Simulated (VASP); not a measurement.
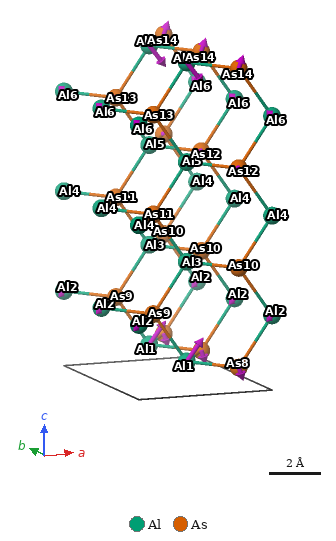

A relaxation of a slab of composition AlAs. The starting structure is drawn; purple arrows show the displacements, magnified 2 times.

A ball-and-stick model of the 1 × 2 repeat of the cell, outlined in the plane, without the vacuum, seen slightly off an axis.

The run lets the atoms move in a fixed cell.

All numbers below come from Kohn-Sham DFT of a periodic cell, PBEsol, VASP PAW PBE potentials, recommended (VASP).

Input file:
```
  PREC = Accurate
  ENCUT = 520
  EDIFF = 1E-6
  ISMEAR = 0
  SIGMA = 0.05
  LREAL = False
  LASPH = True
  NELM = 80
  ALGO = Normal
  ISIF = 2
  LWAVE = False
  LCHARG = False
  LDIPOL = True
  IDIPOL = 3
  DIPOL = 0.5 0.5 0.500
  GGA = PS
  IBRION = 2
  NSW = 100
  EDIFFG = -0.015
  KPAR = 8
```

Run as
```bash
cat potpaw_PBE.64/Al/POTCAR potpaw_PBE.64/As/POTCAR > POTCAR
mpirun -np 8 vasp_std > vasp.out
```

**Which element moves most?**

Aluminium: up to 0.58 Å, against 0.29 Å for arsenic.

**Describe the change and its energy.**

The largest moves relative to the layer's centre, 0.58 Å, are those of Al1 and Al7. Al7 goes at 38° to the normal (−c side). By element the largest moves are Al 0.58 Å, As 0.29 Å. The lattice vectors keep their values. Near-neighbour distances that change, for instance: Al2–As10 2.451 → 2.489 Å, Al1–As9 2.451 → 2.424 Å, Al1–As8 2.451 → 2.426 Å, Al3–As9 2.451 → 2.472 Å. Bond angles that change, for instance: Al6–As14–Al7 109.5° → 88.2°, Al5–As13–Al7 109.5° → 93.8°, As8–Al1–As9 109.5° → 124.1°. Over 19 geometry steps the energy falls by 1.463 eV per cell of the calculation. The largest force component goes from 1.3 to 0.012 eV/Å.
